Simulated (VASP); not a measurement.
# HgSb with rSCAN + D4: from relaxation to properties, part 3 of 3

Wanted: the relaxed cell of HgSb and its properties. The cell is invented: it takes the structure of a Materials Project entry for MgSb (space group 166 there), with some of its atoms replaced by other elements, volume scaled by an estimate. It may not be a known or stable phase.

VASP 6.6.1, plane waves and PAW; the level of theory is named at each step.

Still holding for the runs below: This run has no spin polarisation. Its electron count is odd, so without a moment it is a metal by construction. Spin-orbit coupling is off here; with elements this heavy it splits and shifts levels by tenths of an eV or more.

So far. Step 6 (Density of states (rSCAN + D4)): The finer mesh and the other smearing move the Fermi level by -0.08 eV from the 7×7×7 run, one measure of the sampling error in the zero of the bands above. Step 7 (A semilocal run for the hybrid's start): The run ends at a pressure of 1.60 GPa.

### 8. Bands along the symmetry lines (HSE06)

This step: HSE06; plane waves and PAW (Hg, Sb); invented cell (VASP 6.6.1).

HSE06 mixes in a quarter of exact exchange at short range, at far higher cost; in semiconductors this cures much of the gap error, while metals seldom gain.

Input file INCAR:

```
SYSTEM = HgSb
PREC = Accurate
ENCUT = 400
EDIFF = 1E-06
NELM = 100
ISMEAR = 0
SIGMA = 0.05
LREAL = .FALSE.
ALGO = Normal
LHFCALC = .TRUE.
AEXX = 0.25
GGA = PE
HFSCREEN = 0.2
LASPH = .TRUE.
PRECFOCK = Fast
LORBIT = 11
LWAVE = .FALSE.
LCHARG = .FALSE.
```

Input file POSCAR:

```
HgSb
1.0
    2.0235248969      1.1682822931      3.7191830794
   -2.0235248969      1.1682822931      3.7191830794
    0.0000000000     -2.3365645861      3.7191830794
Hg Sb
1 1
Direct
    0.0000000000      0.0000000000      0.0000000000
    0.5000000000      0.5000000000      0.5000000000
```

Input file KPOINTS:

```
Automatic mesh
0
Gamma
4 4 4
0 0 0
```

Input file KPOINTS_OPT:

```
Line mode
10
Line-mode
Reciprocal
  0.00000000   0.00000000   0.00000000 GAMMA
  0.50000000   0.00000000   0.00000000 L

  0.50000000   0.00000000   0.00000000 L
  0.50000000   0.23244900  -0.23244900 B1

  0.76755100   0.50000000   0.23244900 B
  0.50000000   0.50000000   0.50000000 Z

  0.50000000   0.50000000   0.50000000 Z
  0.00000000   0.00000000   0.00000000 GAMMA

  0.00000000   0.00000000   0.00000000 GAMMA
  0.36622450   0.00000000  -0.36622450 X

  0.63377550   0.36622450   0.00000000 Q
  0.50000000   0.50000000   0.00000000 F

  0.50000000   0.50000000   0.00000000 F
  0.63377550   0.63377550   0.23244900 P1

  0.63377550   0.63377550   0.23244900 P1
  0.50000000   0.50000000   0.50000000 Z

  0.50000000   0.00000000   0.00000000 L
  0.76755100   0.36622450   0.36622450 P
```

Potentials, in the order of the species: Hg and Sb (PBE family, release 64).

The run starts from files that an earlier step left in the folder.

Run with:

```console
> mpirun -np 1 vasp_std
```

Log:

```text
[banner, memory and clock lines left out]
running    1 mpi-ranks, on    1 nodes
 distrk:  each k-point on    1 cores,    1 groups
 distr:  one band on    1 cores,    1 groups

 POSCAR found type information on POSCAR HgSb
 POSCAR found :  2 types and       2 ions
 LDA part: xc-table for (Slater+PW92), standard interpolation
 found WAVECAR, reading the header
 POSCAR, INCAR and KPOINTS ok, starting setup
 FFT: planning ... GRIDC
 FFT: planning ... GRID_SOFT
 FFT: planning ... GRID
 reading WAVECAR
 the WAVECAR file was read successfully
 initial charge from wavefunction
 entering main loop
       N       E                     dE             d eps       ncg     rms          rms(c)
DAV:   1    -0.502425945139E+01   -0.50243E+01   -0.18011E+00   312   0.114E+01    0.144E+01
DAV:   2    -0.502675954487E+01   -0.25001E-02   -0.58303E-02   352   0.311E+00    0.938E+00
DAV:   3    -0.502617552937E+01    0.58402E-03   -0.75455E-03   344   0.101E+00    0.580E+00
DAV:   4    -0.502606511144E+01    0.11042E-03   -0.49679E-04   348   0.194E-01    0.346E+00
DAV:   5    -0.502596640985E+01    0.98702E-04   -0.44749E-05   340   0.628E-02    0.206E+00
DAV:   6    -0.502593784813E+01    0.28562E-04   -0.20234E-05   336   0.408E-02    0.123E+00
DAV:   7    -0.502593202750E+01    0.58206E-05   -0.57594E-06   336   0.244E-02    0.731E-01
DAV:   8    -0.502593297607E+01   -0.94857E-06   -0.17312E-06   256   0.146E-02
   1 F= -.50259330E+01 E0= -.50246107E+01  d E =-.264464E-02
 Start KPOINTS_OPT (optional k-point list driver)
k-point batch [1-13\90]
       N       E                     dE             ncg
DAV:   1     0.107705731619E+04   -0.21836E+04      312
DAV:   2    -0.335098525691E+03   -0.14122E+04      324
DAV:   3    -0.412810413143E+03   -0.77712E+02      348
DAV:   4    -0.415562285784E+03   -0.27519E+01      388
DAV:   5    -0.415667191542E+03   -0.10491E+00      356
DAV:   6    -0.415672929815E+03   -0.57383E-02      344
DAV:   7    -0.415673301375E+03   -0.37156E-03      328
DAV:   8    -0.415673328415E+03   -0.27040E-04      272
DAV:   9    -0.415673330519E+03   -0.21038E-05      264
DAV:  10    -0.415673330686E+03   -0.16712E-06      224
[...]
k-point batch [79-90\90]
       N       E                     dE             ncg
DAV:   1     0.134825746063E+04   -0.43766E+04      296
DAV:   2     0.104273398495E+03   -0.12440E+04      312
DAV:   3     0.379156520356E+02   -0.66358E+02      316
DAV:   4     0.355023445344E+02   -0.24133E+01      348
DAV:   5     0.354027100584E+02   -0.99634E-01      320
DAV:   6     0.353980530399E+02   -0.46570E-02      320
DAV:   7     0.353977411485E+02   -0.31189E-03      296
DAV:   8     0.353977178227E+02   -0.23326E-04      240
DAV:   9     0.353977158597E+02   -0.19630E-05      224
DAV:  10     0.353977157020E+02   -0.15774E-06      212
```

The job ended after 16 min (1 MPI rank of Intel Xeon Platinum 8375C at 2.90GHz (Ice Lake), shared host; peak memory 0.29 GiB).

OUTCAR, selected parts (step 8):

```text
   k-points           NKPTS =     13   k-points in BZ     NKDIM =     64   number of bands    NBANDS=     12

   NELECT =      17.0000    total number of electrons

  exchange ACFDT corr.  =         0.00000000  see jH, gK, PRB 81, 115126

 E-fermi :   5.2883

 k-point     1 :       0.0000    0.0000    0.0000
  band No.  band energies     occupation
    ...
      3      -3.5249      2.00000
      4      -3.5249      2.00000
      5      -3.4459      2.00000
      6      -3.4459      2.00000
      7       4.3857      2.00000
      8       5.8904      0.00000
      9       6.1087      0.00000
     10       6.1087      0.00000
     11      12.6792      0.00000
     12      13.5462      0.00000

 POSITION                                       TOTAL-FORCE (eV/Angst)
 -----------------------------------------------------------------------------------
      0.00000      0.00000      0.00000         0.000000     -0.000000      0.000000
      0.00000      0.00000      5.57877        -0.000000      0.000000      0.000000
 -----------------------------------------------------------------------------------
    total drift:                               -0.000004      0.000002     -0.000011

  FREE ENERGIE OF THE ION-ELECTRON SYSTEM (eV)
  ---------------------------------------------------
  free  energy   TOTEN  =        -5.0259329761 eV

  energy  without entropy=       -5.0232883374  energy(sigma->0) =       -5.02461066

[... 7 parts as in an earlier step ...]

[... 9 further parts left out ...]
```

The k-mesh is coarse for exact exchange; levels may shift by about 0.1 eV on a finer one.

Numbers from this step:

| Item | Value |
| --- | --- |
| SCF cycles | 8 |
| free energy (TOTEN) | -5.026 eV |
| energy at zero smearing | -5.025 eV |
| Fermi energy | 5.288 eV |

The electronic bands at the labelled points (eV, zero at the Fermi level; # counts the bands kept, so #1 is VASP's band 2):

| point | #4 | #5 | #6 | #7 | #8 | #9 |
| --- | --- | --- | --- | --- | --- | --- |
| Γ | -8.73 | -8.73 | -0.90 | 0.60 | 0.82 | 0.82 |
| L | -8.64 | -8.51 | -6.68 | 1.11 | 1.45 | 2.61 |
| B1 | -8.50 | -7.05 | -5.15 | -3.88 | -3.65 | 3.05 |
| jump to B | -8.50 | -7.05 | -5.15 | -3.88 | -3.65 | 3.05 |
| Z | -8.62 | -8.62 | -7.39 | 1.94 | 1.94 | 4.18 |
| Γ | -8.73 | -8.73 | -0.90 | 0.60 | 0.82 | 0.82 |
| X | -8.56 | -7.24 | -5.43 | -4.22 | -1.51 | 0.44 |
| jump to Q | -8.56 | -7.24 | -5.43 | -4.22 | -1.51 | 0.44 |
| F | -8.47 | -6.93 | -5.11 | -2.82 | -2.78 | -1.72 |
| P1 | -8.50 | -7.26 | -5.59 | -4.48 | -0.91 | 0.55 |
| Z | -8.62 | -8.62 | -7.39 | 1.94 | 1.94 | 4.18 |
| jump to L | -8.64 | -8.51 | -6.68 | 1.11 | 1.45 | 2.61 |
| P | -8.50 | -7.26 | -5.59 | -4.48 | -0.91 | 0.55 |

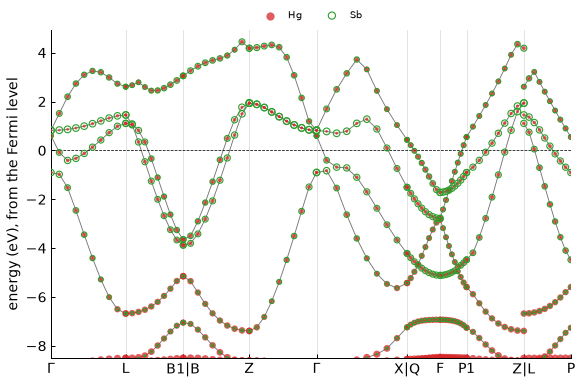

Electronic bands along the path; dots are coloured as in the legend, and their area grows with the weight.

There is no gap at this level.

### 9. Optical spectrum (rSCAN + D4)

This step: rSCAN with D4; plane waves and PAW (Hg, Sb); invented cell (VASP 6.6.1).

LOPTICS sums transitions from filled to empty bands. The mesh is finer than in the run before. NBANDS is raised for it.

Input file INCAR:

```
SYSTEM = HgSb
PREC = Accurate
ENCUT = 400
EDIFF = 1E-06
NELM = 100
ISMEAR = 0
SIGMA = 0.05
LREAL = .FALSE.
ALGO = Normal
METAGGA = RSCAN
IVDW = 13
VDW_S6 = 1
VDW_S8 = 0.87728975
VDW_A1 = 0.49116966
VDW_A2 = 5.75859346
LASPH = .TRUE.
LORBIT = 11
LWAVE = .FALSE.
LCHARG = .FALSE.
LOPTICS = .TRUE.
NEDOS = 1500
CSHIFT = 0.1
NBANDS = 24
```

POSCAR is that of step 8.

Input file KPOINTS:

```
Automatic mesh
0
Gamma
10 10 10
0 0 0
```

Run with:

```console
> mpirun -np 1 vasp_std
```

Log:

```text
[... set-up lines as in an earlier step ...]
 entering main loop
       N       E                     dE             d eps       ncg     rms          rms(c)
DAV:   1    -0.429307218969E+02   -0.42931E+02   -0.59861E+03  5712   0.501E+02
DAV:   2    -0.137468990343E+03   -0.94538E+02   -0.85310E+02  6704   0.157E+02
DAV:   3    -0.140629509606E+03   -0.31605E+01   -0.31436E+01  6864   0.292E+01
DAV:   4    -0.140640959596E+03   -0.11450E-01   -0.11449E-01  6400   0.196E+00
DAV:   5    -0.140641046736E+03   -0.87140E-04   -0.87141E-04  6936   0.166E-01    0.463E+00
DAV:   6    -0.136101592819E+03    0.45395E+01   -0.18656E+00  6304   0.121E+01    0.638E+00
DAV:   7    -0.136098029192E+03    0.35636E-02   -0.48133E-02  6736   0.163E+00    0.422E+00
DAV:   8    -0.136103880363E+03   -0.58512E-02   -0.33652E-02  6544   0.139E+00    0.289E-01
DAV:   9    -0.136103412966E+03    0.46740E-03   -0.20023E-03  6640   0.407E-01    0.170E-01
DAV:  10    -0.136103365435E+03    0.47531E-04   -0.46195E-04  6720   0.151E-01    0.437E-02
DAV:  11    -0.136103386308E+03   -0.20873E-04   -0.64863E-05  6600   0.449E-02    0.769E-03
DAV:  12    -0.136103385725E+03    0.58297E-06   -0.14346E-06  6720   0.746E-03
   1 F= -.13651356E+03 E0= -.13651230E+03  d E =-.252560E-02
 optical routines
 imaginary and real dielectric function
 direction            1
 direction            2
 direction            3
```

It took 7 min on 1 MPI rank; peak memory 0.32 GiB.

OUTCAR, selected parts (step 9):

```text
   k-points           NKPTS =    116   k-points in BZ     NKDIM =    116   number of bands    NBANDS=     24

   NELECT =      17.0000    total number of electrons

 E-fermi :   5.1163

 k-point     1 :       0.0000    0.0000    0.0000
  band No.  band energies     occupation
    ...
      3      -2.4855      2.00000
      4      -2.4855      2.00000
      5      -2.3900      2.00000
      6      -2.3900      2.00000
      7       4.4784      2.00000
      8       5.7321      0.00000
      9       5.9668      0.00000
     10       5.9668      0.00000
     11      12.6044      0.00000
     12      13.4046      0.00000
    ...

  DFT-D4 for vdW energy calculation

  Edisp (eV):   -0.41018

  Total       0.13264     0.13264    -0.29606     0.00000    -0.00000     0.00000
  in kB       4.02830     4.02830    -8.99141     0.00000    -0.00000     0.00000
  external pressure =       -0.31 kB  Pullay stress =        0.00 kB

 POSITION                                       TOTAL-FORCE (eV/Angst)
 -----------------------------------------------------------------------------------
      0.00000      0.00000      0.00000        -0.000000      0.000000      0.000000
      0.00000      0.00000      5.57877         0.000000     -0.000000     -0.000000
 -----------------------------------------------------------------------------------
    total drift:                                0.000000      0.000000      0.000000

  FREE ENERGIE OF THE ION-ELECTRON SYSTEM (eV)
  ---------------------------------------------------
  free  energy   TOTEN  =      -136.5135619057 eV

  energy  without entropy=     -136.5110363014  energy(sigma->0) =     -136.51229910

 plasma frequency squared (from intraband transitions) (eV^2)
  --------------------------------------------------------------------------------------
     162.245       0.000       0.000
      -0.000     162.245       0.000
       0.000       0.000     203.786

[... 7 parts as in an earlier step ...]

[... 9 further parts left out ...]
```

These are independent-particle spectra without excitons or local fields, and fine structure depends on the mesh and on CSHIFT. The intraband (Drude) part is not in this spectrum.

Numbers from this step:

* SCF cycles: 12
* bands: 24
* irreducible k-points: 116
* free energy (TOTEN): -136.5136 eV
* energy at zero smearing: -136.5123 eV
* Fermi energy: 5.116 eV
* pressure: -0.03116 GPa

The imaginary dielectric function has structure finer than the step of the table below, so its rows give means over 2 eV, whole bins alone (the curve runs from 0 to 25.0 eV). Peaks (eV: height): xx 1.0: 62.4; zz 0.8: 32.0, 1.2: 31.2, 1.7: 52.7, 3.1: 15.5.

The imaginary dielectric function by photon energy; means over each step:

| photon energy (eV) | xx | zz |
| --- | --- | --- |
| 2 | 20.5 | 23.3 |
| 4 | 2.92 | 6.69 |
| 6 | 2.32 | 1.55 |
| 8 | 2.11 | 2.04 |
| 10 | 1.22 | 1.11 |
| 12 | 1.02 | 0.842 |
| 14 | 0.896 | 0.869 |
| 16 | 0.644 | 0.599 |
| 18 | 0.529 | 0.435 |
| 20 | 0.447 | 0.411 |
| 22 | 0.381 | 0.410 |

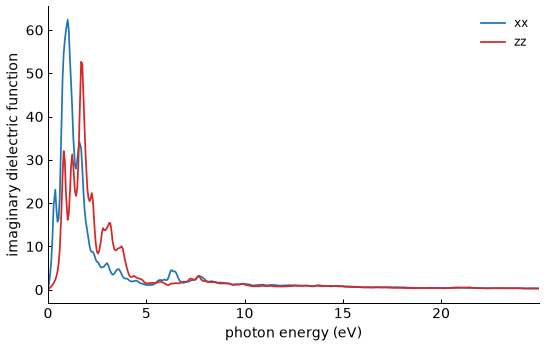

Imaginary dielectric function, plotted against photon energy.

Table of real dielectric function by photon energy:

| photon energy (eV) | xx | zz |
| --- | --- | --- |
| 0 | 53.5 | 31.5 |
| 2 | -14.0 | -10.2 |
| 4 | -2.41 | -8.20 |
| 6 | 1.39 | -1.17 |
| 8 | -0.692 | -0.673 |
| 10 | 0.0678 | -0.408 |
| 12 | 0.381 | 0.331 |
| 14 | 0.326 | 0.380 |
| 16 | 0.302 | 0.304 |
| 18 | 0.424 | 0.404 |
| 20 | 0.525 | 0.554 |
| 22 | 0.488 | 0.484 |
| 24 | 0.526 | 0.497 |

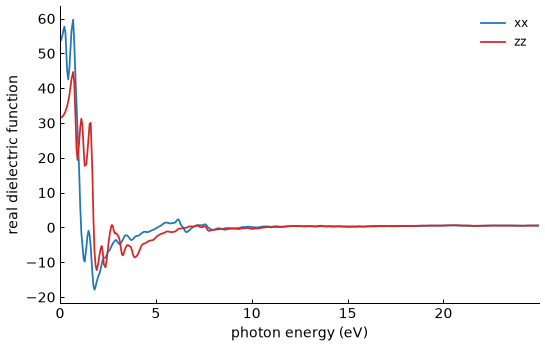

Real dielectric function, plotted against photon energy.

### 10. Outcome

| Property | Result |
| --- | --- |
| relaxed volume | 26.38 Å³/atom |
| relaxed conventional cell a, b, c | 4.047, 4.047, 11.158 Å; angles 90.0, 90.0, 120.0° |
| space group after relaxing, within 0.02 Å | R-3m (No. 166) |
| band gap | none, a metal |
| DOS at the Fermi level | 0.968 states/eV/cell |
| band gap (HSE06) | none, a metal |

**Reading.** With rSCAN + D4, HgSb relaxes to 26.38 Å³/atom in space group R-3m (held by the symmetry of the run) and comes out as a metal. Bands along the symmetry lines (rSCAN + D4): Of the bands kept, 3 cross the Fermi level on this path. Bands along the symmetry lines (HSE06): Of the bands kept, 3 cross the Fermi level on this path. The other levels ran on the cell relaxed with rSCAN + D4, and without spin-orbit coupling unless named. Spin-orbit coupling is left out, and with elements this heavy it would split and shift bands near the Fermi level. The k-sampling is coarse for a metal, so the Fermi level, pressures and the shape of the cell carry errors. With an odd electron count and no spin the cell is a metal by construction. No search among competing phases was made. All values are for a static lattice at zero temperature.

[Lines on the potential files, build, host, timing and source positions are cut from VASP's logs without a mark.]

[Logs are printed without paths, hosts, clocks, repeated set-up lines and the standing remarks that a program may print on its own settings, such as how far it seeks lower states.]

[Hosts, paths, dates, database ids (printed as entryN), source tags and the programs' standing remarks are cut or masked in the printed files.]

[A measured line is paired with the nearest computed mode of its activity, which favours agreement.]
